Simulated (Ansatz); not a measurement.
# Run report: Al, geometry relaxation (part 1 of 2)

- system: Al (P6₃/mmc, 4 atoms in the cell)
- method: DFT r2SCAN, scalar-relativistic, plane waves, PAW, no spin polarisation (Ansatz 0.2.0)

The structure derives from a Materials Project entry. Figures and captions count atoms from 1; the log counts them from 0 in places.

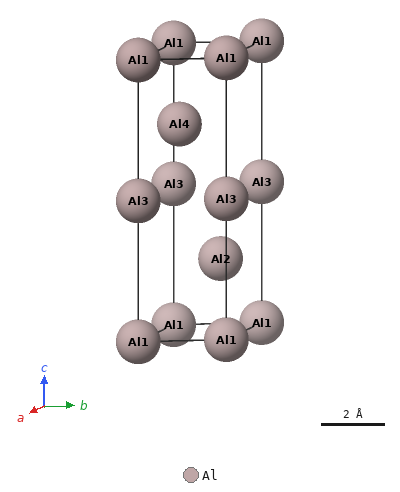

**Figure 1.** The structure as given in the input (spheres-only view of the cell of the calculation, seen slightly off an axis; atoms are numbered from 1 in the order of the input).

### Input
```yaml
crystal:
  lattice:
    - [2.8270770242, 0.0, 0.0]
    - [-1.4135385121, 2.4483205214, 0.0]
    - [0.0, 0.0, 9.18599307]
  atoms:
    - { symbol: Al, position: [0.0, 0.0, 0.0] }
    - { symbol: Al, position: [0.33333333, 0.66666667, 0.25] }
    - { symbol: Al, position: [0.0, 0.0, 0.5] }
    - { symbol: Al, position: [0.66666667, 0.33333333, 0.75] }
basis:
  ecutwfc: 500
kpoints:
  mp_grid: { grid: [18, 18, 6] }
hamiltonian:
  xc: r2scan
scf:
  occupations: { method: gaussian, width: 0.1 }
output:
  forces: true
  stress: true
  eigenvalues: true
  write_density: true
  write_potential: true
  elf: true
  volumetric_format: npy
relax:
  adjacent_minimum: "off"
  f_tol: 0.005
  max_steps: 80
  cell: { stress_tol: 0.05 }
```

Command:
```bash
ansatz run input.yaml --threads 1 --pin off --max-ram 2560MiB --backend cpu --events-out ev --progress --plain --runs-dir out
```

### What the program printed
```
Engine: ansatz 0.2.0, x86_64-unknown-linux-gnu
Pseudopotentials: kind: paw
Pseudopotential: Al, paw, valence charge 3, recommended cutoff 500 eV (meta_gga), Al.paw.azcp
Functional definition: r2SCAN
  parameter k0 = 0.174
  parameter k1 = 0.065
  parameter a1 = 4.9479
  exchange = r2scan_x(k0 = k0, k1 = k1, a1 = a1)
  correlation = r2scan_c
Crystal: 4 atoms, lattice volume = 63.582 Å³
Basis set: ecut = 500 eV, 1593 PW (Γ), exchange–correlation on 96×96×288 points (64 copies of the dense FFT grid, shifted against one another)
Bands: 10, of which v1, the nominal top of the filled ones, is band 6 counted from 1 (5 counted from 0)
Symmetry: 24 space group operations
Space group: P63/mmc (ITA 194), of the structure as read, at distance tolerance 4.0e-5 Å
k-points: 148 of 1944
Non-local potential: Al, projectors of the file, l = 0: 2, l = 1: 2, l = 2: 1
PAW form: soft (Blöchl's): semilocal exchange-correlation on the pseudo side does not see the compensation charge
PAW frozen core: Al, regenerated for the run's functional (the file was generated under x = pbe(κ = 0.804, μ = 0.2195149727645171), c = pbe(β = 0.06672455060314922))
PAW one-centre angular grid: Al, 302 points (default); XC on 160 Gauss nodes
Initial density: superposition of atomic densities (neutral atoms: chi_scale 0, normalization atom), corrected by the library's trained network
Initial wavefunctions: pseudopotential atomic-orbital guess
Functional: x = r2scan, c = r2scan; τ floored in thin density (d = 2e-4 eV/Å³)
SCF iter   1: F=—  HF=-2161.556468 eV  |F-HF|=—  |Δ(HF+E_count)|=         —  Δρ=3.40e-3  dr2=7.65e-3  dr2_τ=1.96e-2  ethr=1.77e-3  ⟨swp⟩=7.1  Hψ=12768  notcnv=0
preconditioner: auto → none  [metal: Δε(μ)=0.014 eV  Ē_g=8.014 eV  σ=0.100 eV  W_gap=0.08  n_scr=6 (ndim 8)  ℏωp=16.1 eV  f_vac=0.000  D(μ)=1.56/eV (n_scr^D=6)  sad-step TF]
SCF iter   2: F=—  HF=-2161.583968 eV  |F-HF|=—  |Δ(HF+E_count)|=   2.75e-2  Δρ=2.88e-3  dr2=5.69e-3  dr2_τ=1.61e-5  ethr=6.38e-5  ⟨swp⟩=2.0  Hψ=4095  notcnv=0  defer=56
SCF iter   3: F=—  HF=-2161.582854 eV  |F-HF|=—  |Δ(HF+E_count)|=   1.11e-3  Δρ=4.48e-4  dr2=1.39e-4  dr2_τ=4.71e-6  ethr=4.74e-5  ⟨swp⟩=1.0  Hψ=1424  notcnv=0  defer=56
SCF iter   4: F=—  HF=-2161.582854 eV  |F-HF|=—  |Δ(HF+E_count)|=   2.39e-8  Δρ=2.09e-4  dr2=3.26e-5  dr2_τ=4.69e-7  ethr=1.16e-6  ⟨swp⟩=2.2  Hψ=2120  notcnv=0  defer=56
SCF iter   5: F=—  HF=-2161.582863 eV  |F-HF|=—  |Δ(HF+E_count)|=   8.51e-6  Δρ=8.18e-5  dr2=8.88e-6  dr2_τ=9.55e-8  ethr=2.72e-7  ⟨swp⟩=2.0  Hψ=2083  notcnv=0  defer=56
SCF iter   6: F=—  HF=-2161.582862 eV  |F-HF|=—  |Δ(HF+E_count)|=   8.85e-7  Δρ=1.62e-5  dr2=1.99e-7  dr2_τ=6.41e-10  ethr=7.40e-8  ⟨swp⟩=2.1  Hψ=2099  notcnv=0  defer=56
SCF iter   7: F=-2161.582862 eV  HF=-2161.582862 eV  |F-HF|=7.82e-10  |Δ(HF+E_count)|=   5.62e-8  Δρ=2.18e-6  dr2=2.77e-9  dr2_τ=3.15e-11  ethr=8.33e-10  ⟨swp⟩=8.5  Hψ=9371  notcnv=0
SCF 1 converged in 7 iterations: F = -2161.582862 eV  dr2 = 2.77e-9
  greatest PAW one-centre occupation: 0.442 electrons in one spin orbital (limit 2), on the Al atom at site 2 (counted from 0), in its partial waves of l = 0
relax step   1: F+E_penalty+E_count = -2161.58286163 eV  Δ(F+E_penalty+E_count) = +0.000e0 eV  max|allowed force component| = 4.019e-17 eV/Å  Δτ_max = 0.0000 Å  P = +0.451 GPa  Ω = 63.582 Å³  (7 SCF iters, dr2 threshold 1.00e-7 eV, accepted)
Crystal: 4 atoms, lattice volume = 63.967 Å³
Basis set: ecut = 500 eV, 1605 PW (Γ), exchange–correlation on 96×96×288 points (64 copies of the dense FFT grid, shifted against one another)
Initial density: handed on by an earlier stage of this run
Initial wavefunctions: those handed on with the density
iter 1 solved again at ethr=8.25e-7 eV; its pass at ethr=3.10e-3 eV (dr2=9.91e-5 eV) is discarded
SCF iter   1: F=—  HF=-2161.584173 eV  |F-HF|=—  |Δ(HF+E_count)|=         —  Δρ=3.42e-4  dr2=8.96e-5  dr2_τ=1.32e-5  ethr=8.25e-7  ⟨swp⟩=2.3  Hψ=11813  notcnv=0
preconditioner: auto → none  [metal: Δε(μ)=0.014 eV  Ē_g=7.993 eV  σ=0.100 eV  W_gap=0.08  n_scr=6 (ndim 8)  ℏωp=16.1 eV  f_vac=0.000  D(μ)=1.59/eV (n_scr^D=6)]
SCF iter   2: F=—  HF=-2161.584145 eV  |F-HF|=—  |Δ(HF+E_count)|=   2.89e-5  Δρ=1.57e-4  dr2=1.85e-5  dr2_τ=4.66e-8  ethr=7.47e-7  ⟨swp⟩=2.0  Hψ=2369  notcnv=0
SCF iter   3: F=—  HF=-2161.584138 eV  |F-HF|=—  |Δ(HF+E_count)|=   6.78e-6  Δρ=2.27e-5  dr2=1.43e-6  dr2_τ=5.34e-9  ethr=1.54e-7  ⟨swp⟩=1.7  Hψ=2072  notcnv=0
SCF iter   4: F=-2161.584137 eV  HF=-2161.584137 eV  |F-HF|=3.64e-8  |Δ(HF+E_count)|=   3.96e-7  Δρ=5.67e-6  dr2=5.28e-8  dr2_τ=3.92e-10  ethr=3.33e-9  ⟨swp⟩=9.0  Hψ=11394  notcnv=0
SCF 2 converged in 4 iterations: F = -2161.584137 eV  dr2 = 5.28e-8
  Residual-converged pass: ⟨swp⟩=1.0  Hψ=2073  notcnv=0  max |occ|·‖R‖ = 6.9e-9 eV (tolerance 1.0e-8 eV)  dr2=5.28e-8  dr2_τ=3.92e-10  dr2_onsite=1.34e-8  max |Δocc| = 2.8e-10
  greatest PAW one-centre occupation: 0.441 electrons in one spin orbital (limit 2), on the Al atom at site 2 (counted from 0), in its partial waves of l = 0
relax step   2: F+E_penalty+E_count = -2161.58413735 eV  Δ(F+E_penalty+E_count) = -1.276e-3 eV  max|allowed force component| = 6.072e-18 eV/Å  Δτ_max = 0.0000 Å  P = -0.110 GPa  Ω = 63.967 Å³  energy of the carried Pulay correction = -7.697e-6 eV  (4 SCF iters, dr2 threshold 4.00e-7 eV, accepted)
Crystal: 4 atoms, lattice volume = 63.926 Å³
iter 1 solved again at ethr=3.57e-7 eV; its pass at ethr=3.10e-3 eV (dr2=4.28e-5 eV) is discarded
SCF iter   1: F=—  HF=-2161.584399 eV  |F-HF|=—  |Δ(HF+E_count)|=         —  Δρ=2.21e-4  dr2=3.82e-5  dr2_τ=6.59e-7  ethr=3.57e-7  ⟨swp⟩=2.4  Hψ=11660  notcnv=0
preconditioner: auto → none  [metal: Δε(μ)=0.017 eV  Ē_g=7.999 eV  σ=0.100 eV  W_gap=0.10  n_scr=6 (ndim 8)  ℏωp=16.1 eV  f_vac=0.000  D(μ)=1.55/eV (n_scr^D=6)]
SCF iter   2: F=—  HF=-2161.584392 eV  |F-HF|=—  |Δ(HF+E_count)|=   7.35e-6  Δρ=9.45e-5  dr2=6.89e-6  dr2_τ=2.45e-9  ethr=3.18e-7  ⟨swp⟩=1.0  Hψ=1480  notcnv=0
SCF iter   3: F=-2161.584390 eV  HF=-2161.584390 eV  |F-HF|=8.72e-8  |Δ(HF+E_count)|=   1.73e-6  Δρ=6.73e-6  dr2=1.11e-7  dr2_τ=3.77e-10  ethr=1.18e-9  ⟨swp⟩=6.2  Hψ=8722  notcnv=0
SCF 3 converged in 3 iterations: F = -2161.584390 eV  dr2 = 1.11e-7
relax step   3: F+E_penalty+E_count = -2161.58439010 eV  Δ(F+E_penalty+E_count) = -2.528e-4 eV  max|allowed force component| = 4.626e-18 eV/Å  Δτ_max = 0.0000 Å  P = -0.056 GPa  Ω = 63.926 Å³  energy of the carried Pulay correction = -6.710e-6 eV  (3 SCF iters, dr2 threshold 1.41e-7 eV, accepted)
Crystal: 4 atoms, lattice volume = 63.887 Å³
iter 1 solved again at ethr=3.18e-9 eV; its pass at ethr=3.10e-3 eV (dr2=3.81e-7 eV) is discarded
SCF iter   1: F=—  HF=-2161.584399 eV  |F-HF|=—  |Δ(HF+E_count)|=         —  Δρ=2.01e-5  dr2=3.69e-7  dr2_τ=1.26e-7  ethr=3.18e-9  ⟨swp⟩=2.1  Hψ=11773  notcnv=0
preconditioner: auto → none  [metal: Δε(μ)=0.018 eV  Ē_g=8.002 eV  σ=0.100 eV  W_gap=0.10  n_scr=6 (ndim 8)  ℏωp=16.1 eV  f_vac=0.000  D(μ)=1.55/eV (n_scr^D=6)]
SCF iter   2: F=—  HF=-2161.584398 eV  |F-HF|=—  |Δ(HF+E_count)|=   1.85e-7  Δρ=1.07e-5  dr2=9.32e-8  dr2_τ=7.10e-10  ethr=3.07e-9  ⟨swp⟩=2.4  Hψ=2301  notcnv=0
SCF iter   3: F=—  HF=-2161.584398 eV  |F-HF|=—  |Δ(HF+E_count)|=   3.67e-8  Δρ=4.27e-6  dr2=3.08e-8  dr2_τ=1.64e-10  ethr=7.76e-10  ⟨swp⟩=2.1  Hψ=2143  notcnv=0
SCF iter   4: F=-2161.584398 eV  HF=-2161.584398 eV  |F-HF|=3.91e-11  |Δ(HF+E_count)|=   1.10e-8  Δρ=4.08e-7  dr2=1.32e-10  dr2_τ=1.27e-12  ethr=8.26e-11  ⟨swp⟩=5.1  Hψ=7734  notcnv=0
SCF 4 converged in 4 iterations: F = -2161.584398 eV  dr2 = 1.32e-10
relax step   4: F+E_penalty+E_count = -2161.58439841 eV  Δ(F+E_penalty+E_count) = -8.307e-6 eV  max|allowed force component| = 3.787e-17 eV/Å  Δτ_max = 0.0000 Å  P = -0.001 GPa  Ω = 63.887 Å³  energy of the carried Pulay correction = -5.907e-6 eV  (4 SCF iters, dr2 threshold 9.92e-9 eV, accepted)
Initial wavefunctions: pseudopotential atomic-orbital guess (no wavefunctions were taken with the density)
iter 1 solved again at ethr=7.75e-8 eV; its pass at ethr=3.10e-3 eV (dr2=9.30e-6 eV) is discarded
SCF iter   1: F=—  HF=-2161.584403 eV  |F-HF|=—  |Δ(HF+E_count)|=         —  Δρ=5.92e-6  dr2=6.24e-10  dr2_τ=2.56e-10  ethr=7.75e-8  ⟨swp⟩=3.0  Hψ=16903  notcnv=0
eigensolver tolerance schedule: the retry pair's looser diagonalisation over-reported the residual by 14911.61 of it (diagonalisation noise at 0.59 of the residual, at the tolerance the schedule requests for it); recorded, not acted on — ethr = c·dr2/N_el stays at c = 1.0e-1
SCF iter   2: F=—  HF=-2161.584404 eV  |F-HF|=—  |Δ(HF+E_count)|=   6.26e-7  Δρ=2.96e-6  dr2=1.42e-10  dr2_τ=3.00e-10  ethr=5.20e-12  ⟨swp⟩=2.5  Hψ=2548  notcnv=0
SCF iter   3: F=-2161.584404 eV  HF=-2161.584404 eV  |F-HF|=5.68e-11  |Δ(HF+E_count)|=   1.40e-8  Δρ=2.48e-7  dr2=3.14e-11  dr2_τ=1.86e-12  ethr=1.00e-12  ⟨swp⟩=6.2  Hψ=7597  notcnv=0
SCF 5 converged in 3 iterations: F = -2161.584404 eV  dr2 = 3.14e-11
relax step   5: F+E_penalty+E_count = -2161.58440399 eV  Δ(F+E_penalty+E_count) = -5.582e-6 eV  max|allowed force component| = 3.643e-17 eV/Å  Δτ_max = 0.0000 Å  P = -0.001 GPa  Ω = 63.887 Å³  stress off target by 5.18e-3 GPa  SCF on the basis re-selected at this cell (its energy is not comparable with the rows above)  (3 SCF iters)
```

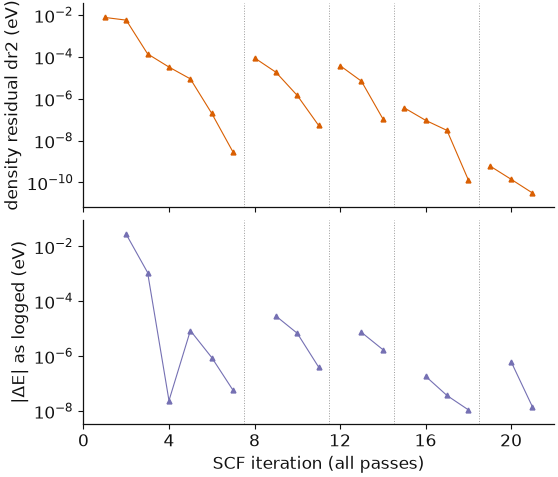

**Figure 2.** Convergence of the self-consistent field: density residual dr2 and size of the energy change against the SCF iteration. The dotted lines part the SCF passes of the relaxation: geometry steps, rejected trials and re-solves on a re-selected basis. The 5 passes take 3 to 7 iterations each, 21 in all.

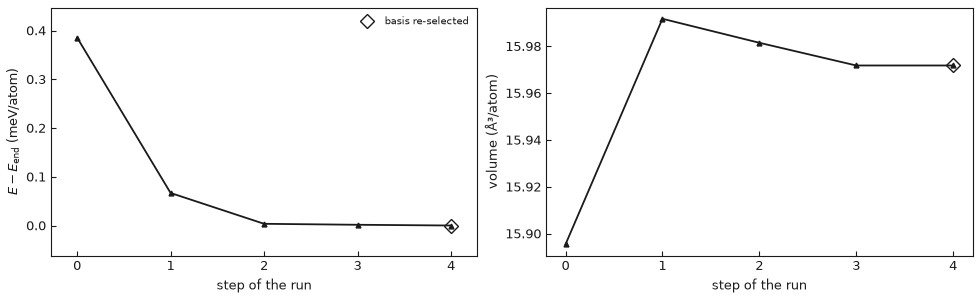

**Figure 3.** Progress of the relaxation, step by step (the first geometry is step 0 here and step 1 in the log).

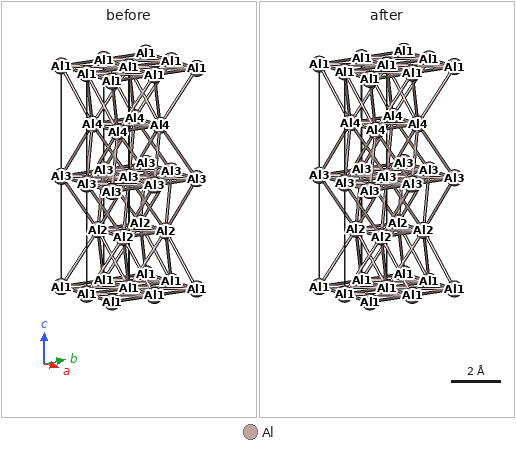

**Figure 4.** Before (left) and after (right) the relaxation, at one scale (ball-and-stick view of the cell of the calculation, repeated 2 × 2 × 1, seen slightly off an axis). The atoms keep their places relative to the cell (all moves are under 0.005 Å). The drawn cell changes as follows: a = b 2.827 → 2.822 Å (−0.2 %), c 9.186 → 9.262 Å (+0.8 %); the volume changes by +0.5 %. Among the contacts that change: Al1–Al2 2.817 → 2.831 Å, Al1–Al1 2.827 → 2.822 Å. The space group stays P6_3/mmc (No. 194). Over 3 geometry steps the energy falls by 0.4 meV per atom. All forces vanish by symmetry, so only the cell relaxes. Pressure: 0.45 GPa at the start and 0.00 GPa at the end. A last SCF at the same geometry on a re-selected plane-wave basis shifts the energy by next to nothing (0.0 meV per atom). (Atoms are counted from 1 in the order of the input.)
